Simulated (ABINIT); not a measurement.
**Phonon bands calculation, with input and output: Sb (part 2 of 3)**

Sb (Im-3m, 1 atom in the cell); Kohn-Sham DFT of a periodic cell, PBE, JTH PAW PBE v2.0, no spin polarisation (ABINIT 10.8.3); cutoff 353.75 eV, 8×8×8 k-mesh, fermi-dirac of 0.2 eV. The structure derives from a Materials Project entry.

Geometry of the input (Å; fractional positions):
```
-1.8713  1.8713  1.8713
1.8713  -1.8713  1.8713
1.8713  1.8713  -1.8713
Sb 0.0000  0.0000  0.0000
```

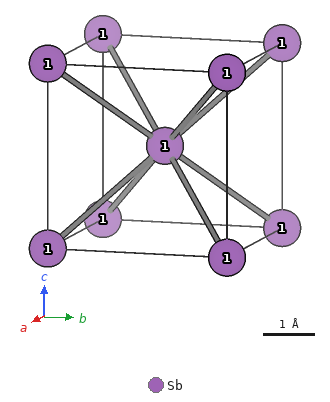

**Figure 1.** The input geometry (ball-and-stick view of the cell 2 times as large as that of the calculation, set on its symmetry axes, seen slightly off an axis; atoms are numbered from 1 in the order of the input).

The program's output, continued:
```
 Cartesian components of stress tensor (hartree/bohr^3)
  sigma(1 1)= -6.83136588E-05  sigma(3 2)=  0.00000000E+00
  sigma(2 2)= -6.83136588E-05  sigma(3 1)=  0.00000000E+00
  sigma(3 3)= -6.83136588E-05  sigma(2 1)=  0.00000000E+00

-Cartesian components of stress tensor (GPa)         [Pressure=  2.0099E+00 GPa]
- sigma(1 1)= -2.00985723E+00  sigma(3 2)=  0.00000000E+00
- sigma(2 2)= -2.00985723E+00  sigma(3 1)=  0.00000000E+00
- sigma(3 3)= -2.00985723E+00  sigma(2 1)=  0.00000000E+00

================================================================================
== DATASET  2 ==================================================================

--- !DatasetInfo
iteration_state: {dtset: 2, }
dimensions: {natom: 1, nkpt: 512, mband: 16, nsppol: 1, nspinor: 1, nspden: 1, mpw: 406, }
cutoff_energies: {ecut:  13.0, pawecutdg:  26.0, }
electrons: {nelect:   1.50000000E+01, charge:   0.00000000E+00, occopt:   3.00000000E+00, tsmear:   7.34986444E-03, }
meta: {optdriver: 1, rfphon: 1, }
...

 mkfilename : getwfk/=0, take file _WFK from output of DATASET   1.

 Exchange-correlation functional for the present dataset will be:
  GGA: Perdew-Burke-Ernzerhof functional - ixc=11
  J.P.Perdew, K.Burke, M.Ernzerhof, PRL 77, 3865 (1996)

 Real(R)+Recip(G) space primitive vectors, cartesian coordinates (Bohr,Bohr^-1):
 R(1)= -3.5363218  3.5363218  3.5363218  G(1)=  0.0000000  0.1413898  0.1413898
 R(2)=  3.5363218 -3.5363218  3.5363218  G(2)=  0.1413898  0.0000000  0.1413898
 R(3)=  3.5363218  3.5363218 -3.5363218  G(3)=  0.1413898  0.1413898  0.0000000
 Unit cell volume ucvol=  1.7689490E+02 bohr^3
 Angles (23,13,12)=  1.09471221E+02  1.09471221E+02  1.09471221E+02 degrees
 setup1 : take into account q-point for computing boxcut.

 Coarse grid specifications (used for wave-functions):

 getcut: wavevector=  0.0000  0.0000  0.0000  ngfft=  20  20  20
         ecut(hartree)=     13.000   => boxcut(ratio)=   2.01680

 Fine grid specifications (used for densities):

 getcut: wavevector=  0.0000  0.0000  0.0000  ngfft=  30  30  30
         ecut(hartree)=     26.000   => boxcut(ratio)=   2.13382
--------------------------------------------------------------------------------

 ==>  initialize data related to q vector <==

 The list of irreducible perturbations for this q vector is:
    1)    idir= 1    ipert=   1

================================================================================

 The perturbation idir=   2  ipert=   1 is
 symmetric of a previously calculated perturbation.
 So, its SCF calculation is not needed.

 The perturbation idir=   3  ipert=   1 is
 symmetric of a previously calculated perturbation.
 So, its SCF calculation is not needed.

--------------------------------------------------------------------------------
 Perturbation wavevector (in red.coord.)   0.000000  0.000000  0.000000
 Perturbation : displacement of atom   1   along direction   1
 Found     6 symmetries that leave the perturbation invariant.
 symkpt : the number of k-points, thanks to the symmetries,
 is reduced to   120 .

--------------------------------------------------------------------------------

--------------------------------------------------------------------------------

 dfpt_looppert : total number of electrons, from k and k+q
  fully or partially occupied states are    1.500000E+01 and    1.500000E+01.
 Initialisation of the first-order wave-functions :
  ireadwf=   0

--- !BeginCycle
iteration_state: {dtset: 2, }
solver: {iscf: 7, nstep: 80, nline: 4, wfoptalg: 10, }
tolerances: {tolvrs: 1.00E-08, }
...

     iter   2DEtotal(Ha)        deltaE(Ha) residm    vres2
-ETOT  1   468.07989282677      1.382E+03 9.925E+00 1.183E+06
 ETOT  2   56.742828008867     -4.113E+02 2.235E+00 1.260E+05
 ETOT  3  0.14811831884684     -5.659E+01 5.519E-01 3.779E+02
 ETOT  4 -4.10690593755778E-02 -1.892E-01 3.009E-02 7.463E+01
 ETOT  5 -7.26933848789220E-02 -3.162E-02 3.088E-03 6.503E-01
 ETOT  6 -7.35877753102347E-02 -8.944E-04 4.915E-04 1.221E-02
 ETOT  7 -7.35931292181438E-02 -5.354E-06 2.812E-05 9.206E-04
 ETOT  8 -7.35934530887523E-02 -3.239E-07 5.349E-06 6.061E-05
 ETOT  9 -7.35934613428715E-02 -8.254E-09 3.266E-07 5.559E-06
 ETOT 10 -7.35934611841647E-02  1.586E-10 6.390E-08 8.482E-07
 ETOT 11 -7.35934613960769E-02 -2.120E-10 3.786E-09 4.344E-08
 ETOT 12 -7.35934614033529E-02 -7.276E-12 7.522E-10 3.921E-09

 At SCF step   12       vres2   =  3.92E-09 < tolvrs=  1.00E-08 =>converged.
================================================================================

 ----iterations are completed or convergence reached----

 Mean square residual over all n,k,spin=   53.839E-14; max=  75.218E-11

 2DEtotal=   -0.7359346140E-01 Ha. Also 2DEtotal=   -0.200258010343E+01 eV
    (2DErelax=    9.1377340563E+02 Ha. 2DEnonrelax=   -9.1384699909E+02 Ha)
    (  non-var. 2DEtotal :   -7.4053402044E-02 Ha)

================================================================================

 ---- first-order wavefunction calculations are completed ----

 ==> Compute Derivative Database <==

  Dynamical matrix, in cartesian coordinates,
   if specified in the inputs, asr has been imposed
     j1       j2             matrix element
  dir pert dir pert     real part    imaginary part

  Phonon wavevector (reduced coordinates) :  0.00000  0.00000  0.00000
 Phonon energies in Hartree :
   0.000000E+00  0.000000E+00  0.000000E+00
 Phonon frequencies in cm-1    :
   0.000000E+00  0.000000E+00  0.000000E+00

================================================================================
== DATASET  3 ==================================================================

--- !DatasetInfo
iteration_state: {dtset: 3, }
dimensions: {natom: 1, nkpt: 1024, mband: 16, nsppol: 1, nspinor: 1, nspden: 1, mpw: 406, }
cutoff_energies: {ecut:  13.0, pawecutdg:  26.0, }
electrons: {nelect:   1.50000000E+01, charge:   0.00000000E+00, occopt:   3.00000000E+00, tsmear:   7.34986444E-03, }
meta: {optdriver: 1, rfphon: 1, }
...

 mkfilename : getwfk/=0, take file _WFK from output of DATASET   1.

 Exchange-correlation functional for the present dataset will be:
  GGA: Perdew-Burke-Ernzerhof functional - ixc=11
  J.P.Perdew, K.Burke, M.Ernzerhof, PRL 77, 3865 (1996)

 Real(R)+Recip(G) space primitive vectors, cartesian coordinates (Bohr,Bohr^-1):
 R(1)= -3.5363218  3.5363218  3.5363218  G(1)=  0.0000000  0.1413898  0.1413898
 R(2)=  3.5363218 -3.5363218  3.5363218  G(2)=  0.1413898  0.0000000  0.1413898
 R(3)=  3.5363218  3.5363218 -3.5363218  G(3)=  0.1413898  0.1413898  0.0000000
 Unit cell volume ucvol=  1.7689490E+02 bohr^3
 Angles (23,13,12)=  1.09471221E+02  1.09471221E+02  1.09471221E+02 degrees
 setup1 : take into account q-point for computing boxcut.

 Coarse grid specifications (used for wave-functions):

 getcut: wavevector=  0.5000  0.0000  0.0000  ngfft=  24  24  24
         ecut(hartree)=     13.000   => boxcut(ratio)=   2.31464

 getcut : COMMENT -
  Note that boxcut > 2.2 ; recall that boxcut=Gcut(box)/Gcut(sphere) = 2
  is sufficient for exact treatment of convolution.
  Such a large boxcut is a waste : you could raise ecut
  e.g. ecut=   17.412091 Hartrees makes boxcut=2

 Fine grid specifications (used for densities):

 getcut: wavevector=  0.5000  0.0000  0.0000  ngfft=  30  30  30
         ecut(hartree)=     26.000   => boxcut(ratio)=   2.06330
--------------------------------------------------------------------------------

 ==>  initialize data related to q vector <==

 The list of irreducible perturbations for this q vector is:
    1)    idir= 1    ipert=   1
    2)    idir= 2    ipert=   1

================================================================================

 The perturbation idir=   3  ipert=   1 is
 symmetric of a previously calculated perturbation.
 So, its SCF calculation is not needed.

--------------------------------------------------------------------------------
 Perturbation wavevector (in red.coord.)   0.500000  0.000000  0.000000
 Perturbation : displacement of atom   1   along direction   1
 Found     2 symmetries that leave the perturbation invariant.
 symkpt : the number of k-points, thanks to the symmetries,
 is reduced to   576 .

--------------------------------------------------------------------------------

--------------------------------------------------------------------------------

 dfpt_looppert : total number of electrons, from k and k+q
  fully or partially occupied states are    1.500000E+01 and    1.500000E+01.
 Initialisation of the first-order wave-functions :
  ireadwf=   0

--- !BeginCycle
iteration_state: {dtset: 3, }
solver: {iscf: 7, nstep: 80, nline: 4, wfoptalg: 10, }
tolerances: {tolvrs: 1.00E-08, }
...

     iter   2DEtotal(Ha)        deltaE(Ha) residm    vres2
-ETOT  1   4113.9715193793      5.087E+03 5.159E+01 2.378E+07
 ETOT  2   343.69533798667     -3.770E+03 1.499E+01 1.997E+06
 ETOT  3   1.7793356685135     -3.419E+02 8.719E+00 2.998E+03
 ETOT  4  0.80913888969656     -9.702E-01 4.518E-01 1.484E+03
 ETOT  5  0.57566247312036     -2.335E-01 1.187E-01 7.034E+01
 ETOT  6  0.56218766639188     -1.347E-02 6.083E-02 5.754E-02
 ETOT  7  0.56213103017956     -5.664E-05 2.501E-02 1.453E-02
 ETOT  8  0.56212615194102     -4.878E-06 2.532E-02 1.994E-03
 ETOT  9  0.56212584687649     -3.051E-07 1.138E-02 9.916E-06
 ETOT 10  0.56212584433127     -2.545E-09 1.181E-02 1.031E-06
 ETOT 11  0.56212584419484     -1.364E-10 5.331E-03 1.701E-07
 ETOT 12  0.56212584415482     -4.002E-11 5.612E-03 4.635E-09

 At SCF step   12       vres2   =  4.63E-09 < tolvrs=  1.00E-08 =>converged.
================================================================================

 ----iterations are completed or convergence reached----

 Mean square residual over all n,k,spin=   13.971E-07; max=  56.119E-04

 2DEtotal=    0.5621258442E+00 Ha. Also 2DEtotal=    0.152962234641E+02 eV
    (2DErelax=    9.7330663593E+02 Ha. 2DEnonrelax=   -9.7274451008E+02 Ha)
    (  non-var. 2DEtotal :    5.6203131661E-01 Ha)

--------------------------------------------------------------------------------
 Perturbation wavevector (in red.coord.)   0.500000  0.000000  0.000000
 Perturbation : displacement of atom   1   along direction   2
 The set of symmetries contains only one element for this perturbation.
 symkpt : not enough symmetry to change the number of k points.

--------------------------------------------------------------------------------

--------------------------------------------------------------------------------

 dfpt_looppert : total number of electrons, from k and k+q
  fully or partially occupied states are    1.500000E+01 and    1.500000E+01.
 Initialisation of the first-order wave-functions :
  ireadwf=   0

--- !BeginCycle
iteration_state: {dtset: 3, }
solver: {iscf: 7, nstep: 80, nline: 4, wfoptalg: 10, }
tolerances: {tolvrs: 1.00E-08, }
...

     iter   2DEtotal(Ha)        deltaE(Ha) residm    vres2
-ETOT  1   580.83343031233      1.500E+03 5.366E+01 1.584E+06
 ETOT  2   67.039475950612     -5.138E+02 1.053E+01 1.650E+05
 ETOT  3  0.21948054602075     -6.682E+01 9.918E+00 4.509E+02
 ETOT  4  7.02971361937665E-03 -2.125E-01 1.295E+00 1.168E+02
 ETOT  5 -3.70896330410324E-02 -4.412E-02 3.152E-01 1.934E+00
 ETOT  6 -3.85596222568529E-02 -1.470E-03 4.563E-01 3.326E-02
 ETOT  7 -3.85889196054996E-02 -2.930E-05 1.540E-01 1.066E-03
 ETOT  8 -3.85891440428714E-02 -2.244E-07 1.815E-01 5.373E-05
 ETOT  9 -3.85891466494832E-02 -2.606E-09 4.750E-02 4.045E-06
 ETOT 10 -3.85891467349757E-02 -8.561E-11 8.035E-02 4.246E-07
 ETOT 11 -3.85891467081456E-02  2.660E-11 2.035E-02 3.199E-08
 ETOT 12 -3.85891467058719E-02  2.387E-12 3.604E-02 2.825E-09

 At SCF step   12       vres2   =  2.83E-09 < tolvrs=  1.00E-08 =>converged.
================================================================================

 ----iterations are completed or convergence reached----

 Mean square residual over all n,k,spin=   65.668E-07; max=  36.044E-03

 2DEtotal=   -0.3858914671E-01 Ha. Also 2DEtotal=   -0.105006417592E+01 eV
    (2DErelax=    9.1875103499E+02 Ha. 2DEnonrelax=   -9.1878962413E+02 Ha)
    (  non-var. 2DEtotal :   -3.8682870088E-02 Ha)

================================================================================

 ---- first-order wavefunction calculations are completed ----

 ==> Compute Derivative Database <==

  Dynamical matrix, in cartesian coordinates,
   if specified in the inputs, asr has been imposed
     j1       j2             matrix element
  dir pert dir pert     real part    imaginary part

   1    1   1    1        -0.0096940098         0.0000000000

   2    1   2    1         0.0153072798         0.0000009633
   2    1   3    1         0.0120069004         0.0000009633

   3    1   2    1         0.0120069004         0.0000009633
   3    1   3    1         0.0153072798         0.0000009633

  Phonon wavevector (reduced coordinates) :  0.50000  0.00000  0.00000
 Phonon energies in Hartree :
  -2.089930E-04  1.219445E-04  3.508118E-04
 Phonon frequencies in cm-1    :
  -4.586867E+01  2.676371E+01  7.699429E+01

================================================================================
== DATASET  4 ==================================================================

--- !DatasetInfo
iteration_state: {dtset: 4, }
dimensions: {natom: 1, nkpt: 1024, mband: 16, nsppol: 1, nspinor: 1, nspden: 1, mpw: 406, }
cutoff_energies: {ecut:  13.0, pawecutdg:  26.0, }
electrons: {nelect:   1.50000000E+01, charge:   0.00000000E+00, occopt:   3.00000000E+00, tsmear:   7.34986444E-03, }
meta: {optdriver: 1, rfphon: 1, }
...

 mkfilename : getwfk/=0, take file _WFK from output of DATASET   1.

 Exchange-correlation functional for the present dataset will be:
  GGA: Perdew-Burke-Ernzerhof functional - ixc=11
  J.P.Perdew, K.Burke, M.Ernzerhof, PRL 77, 3865 (1996)

 Real(R)+Recip(G) space primitive vectors, cartesian coordinates (Bohr,Bohr^-1):
 R(1)= -3.5363218  3.5363218  3.5363218  G(1)=  0.0000000  0.1413898  0.1413898
 R(2)=  3.5363218 -3.5363218  3.5363218  G(2)=  0.1413898  0.0000000  0.1413898
 R(3)=  3.5363218  3.5363218 -3.5363218  G(3)=  0.1413898  0.1413898  0.0000000
 Unit cell volume ucvol=  1.7689490E+02 bohr^3
 Angles (23,13,12)=  1.09471221E+02  1.09471221E+02  1.09471221E+02 degrees
 setup1 : take into account q-point for computing boxcut.

 Coarse grid specifications (used for wave-functions):

 getcut: wavevector=  0.5000  0.5000  0.5000  ngfft=  24  24  24
         ecut(hartree)=     13.000   => boxcut(ratio)=   2.31792

 getcut : COMMENT -
  Note that boxcut > 2.2 ; recall that boxcut=Gcut(box)/Gcut(sphere) = 2
  is sufficient for exact treatment of convolution.
  Such a large boxcut is a waste : you could raise ecut
  e.g. ecut=   17.461417 Hartrees makes boxcut=2

 Fine grid specifications (used for densities):

 getcut: wavevector=  0.5000  0.5000  0.5000  ngfft=  30  30  30
         ecut(hartree)=     26.000   => boxcut(ratio)=   2.06514
--------------------------------------------------------------------------------

 ==>  initialize data related to q vector <==

 The list of irreducible perturbations for this q vector is:
    1)    idir= 1    ipert=   1

================================================================================

 The perturbation idir=   2  ipert=   1 is
 symmetric of a previously calculated perturbation.
 So, its SCF calculation is not needed.

 The perturbation idir=   3  ipert=   1 is
 symmetric of a previously calculated perturbation.
 So, its SCF calculation is not needed.

--------------------------------------------------------------------------------
 Perturbation wavevector (in red.coord.)   0.500000  0.500000  0.500000
 Perturbation : displacement of atom   1   along direction   1
 Found     2 symmetries that leave the perturbation invariant.
 symkpt : the number of k-points, thanks to the symmetries,
 is reduced to   576 .

--------------------------------------------------------------------------------

--------------------------------------------------------------------------------

 dfpt_looppert : total number of electrons, from k and k+q
  fully or partially occupied states are    1.500000E+01 and    1.500000E+01.
 Initialisation of the first-order wave-functions :
  ireadwf=   0

--- !BeginCycle
iteration_state: {dtset: 4, }
solver: {iscf: 7, nstep: 80, nline: 4, wfoptalg: 10, }
tolerances: {tolvrs: 1.00E-08, }
...

     iter   2DEtotal(Ha)        deltaE(Ha) residm    vres2
-ETOT  1   1405.3437496959      2.351E+03 8.015E+01 4.950E+06
 ETOT  2   131.41896317753     -1.274E+03 6.425E+00 4.448E+05
 ETOT  3  0.92101534192525     -1.305E+02 8.503E+00 6.681E+02
 ETOT  4  0.63563078416146     -2.854E-01 9.421E-01 3.479E+02
 ETOT  5  0.53633595809097     -9.929E-02 3.490E-01 5.966E+00
 ETOT  6  0.53351056064858     -2.825E-03 2.136E-01 2.851E-01
 ETOT  7  0.53335054089385     -1.600E-04 5.808E-02 8.066E-03
 ETOT  8  0.53334756413861     -2.977E-06 8.896E-02 6.142E-05
 ETOT  9  0.53334753942945     -2.471E-08 2.874E-02 5.088E-06
 ETOT 10  0.53334753947948      5.025E-11 4.588E-02 8.217E-07
 ETOT 11  0.53334753928030     -1.992E-10 1.560E-02 9.619E-08
 ETOT 12  0.53334753923755     -4.309E-11 2.494E-02 3.207E-09

 At SCF step   12       vres2   =  3.21E-09 < tolvrs=  1.00E-08 =>converged.
================================================================================

 ----iterations are completed or convergence reached----

 Mean square residual over all n,k,spin=   18.730E-06; max=  24.941E-03

 2DEtotal=    0.5333475392E+00 Ha. Also 2DEtotal=    0.145131258935E+02 eV
    (2DErelax=    9.4629953845E+02 Ha. 2DEnonrelax=   -9.4576619091E+02 Ha)
    (  non-var. 2DEtotal :    5.3325105873E-01 Ha)

================================================================================

 ---- first-order wavefunction calculations are completed ----

 ==> Compute Derivative Database <==

  Dynamical matrix, in cartesian coordinates,
   if specified in the inputs, asr has been imposed
     j1       j2             matrix element
  dir pert dir pert     real part    imaginary part

   1    1   1    1         0.0142136928         0.0000001228

   2    1   2    1         0.0142136928         0.0000001228

   3    1   3    1         0.0142136928         0.0000001228

  Phonon wavevector (reduced coordinates) :  0.50000  0.50000  0.50000
 Phonon energies in Hartree :
   2.530659E-04  2.530659E-04  2.530659E-04
 Phonon frequencies in cm-1    :
   5.554154E+01  5.554154E+01  5.554154E+01

== END DATASET(S) ==============================================================
================================================================================

 -outvars: echo values of variables after computation  --------
            acell      1.0000000000E+00  1.0000000000E+00  1.0000000000E+00 Bohr
           etotal1    -8.2606394346E+01
           etotal2    -7.3593461403E-02
           etotal3    -3.8589146706E-02
           etotal4     5.3334753924E-01
            fcart1    -0.0000000000E+00 -0.0000000000E+00 -0.0000000000E+00
            fcart2     0.0000000000E+00  0.0000000000E+00  0.0000000000E+00
            fcart3     0.0000000000E+00  0.0000000000E+00  0.0000000000E+00
            fcart4     0.0000000000E+00  0.0000000000E+00  0.0000000000E+00
            rprim     -3.5363217609E+00  3.5363217609E+00  3.5363217609E+00
                       3.5363217609E+00 -3.5363217609E+00  3.5363217609E+00
                       3.5363217609E+00  3.5363217609E+00 -3.5363217609E+00
           strten1    -6.8313658807E-05 -6.8313658807E-05 -6.8313658807E-05
                       0.0000000000E+00  0.0000000000E+00  0.0000000000E+00
           strten2     0.0000000000E+00  0.0000000000E+00  0.0000000000E+00
                       0.0000000000E+00  0.0000000000E+00  0.0000000000E+00
           strten3     0.0000000000E+00  0.0000000000E+00  0.0000000000E+00
                       0.0000000000E+00  0.0000000000E+00  0.0000000000E+00
           strten4     0.0000000000E+00  0.0000000000E+00  0.0000000000E+00
                       0.0000000000E+00  0.0000000000E+00  0.0000000000E+00
 Calculation completed.
```
